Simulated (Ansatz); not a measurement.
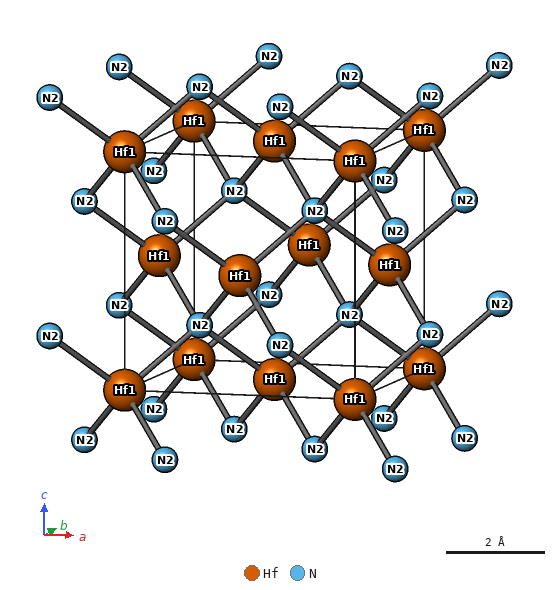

The starting point is a symmetric starting cell of HfN. The picture is a ball-and-stick view of the conventional cell (4 times the calculation's cell), seen slightly off an axis. Lengths and directions refer to the drawn axes.

These are results of Ansatz 0.2.0, DFT PBE, scalar-relativistic, plane waves, PAW, not measurements. Set-up: plane-wave cutoff 420 eV; k-point mesh 14 × 14 × 14; occupations gaussian; smearing width 0.1 eV; no spin polarisation.

The variant: All lengths are scaled by +3.6 % (volume +11.3 %), the atoms keeping their fractional coordinates. No relaxation follows. The starting cell wasn't computed here and needn't be at equilibrium, so pressure and forces aren't due to the change alone.

The input:
```yaml
crystal:
  lattice:
    - [0.0, 2.5443002619, 2.5443002619]
    - [2.5443002619, 0.0, 2.5443002619]
    - [2.5443002619, 2.5443002619, 0.0]
  atoms:
    - { symbol: Hf, position: [0.0, 0.0, 0.0] }
    - { symbol: "N", position: [0.75, 0.75, 0.75] }
basis:
  ecutwfc: 420
kpoints:
  mp_grid: { grid: [14, 14, 14] }
hamiltonian:
  xc: pbe
scf:
  occupations: { method: gaussian, width: 0.1 }
output:
  forces: true
  stress: true
  eigenvalues: true
```

Launched with:
```bash
ansatz run input.yaml --threads 1 --pin off --max-ram 1331MiB --backend cpu --events-out ev --progress --plain --runs-dir out
```

Predict the response.

Answer. The pressure is −15.9 GPa (not all of it need come from the change, since the unchanged cell can be under pressure at this level too). All forces vanish by symmetry. Some distances before and after: Hf–N 2.126 → 2.203 Å. The space group stays F-43m (No. 216).

Drawn alike, the variant:

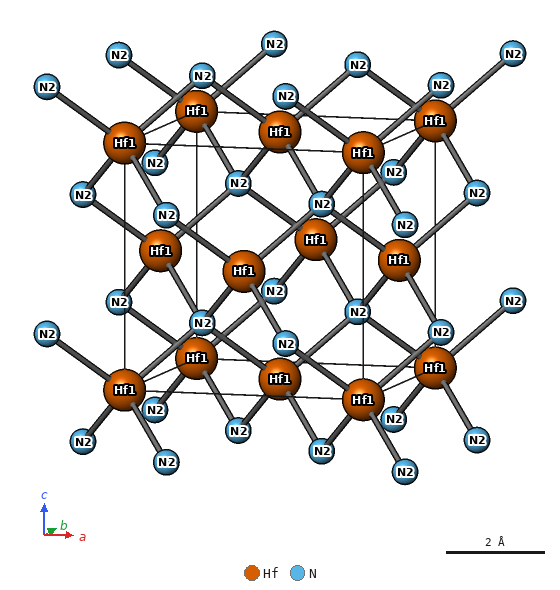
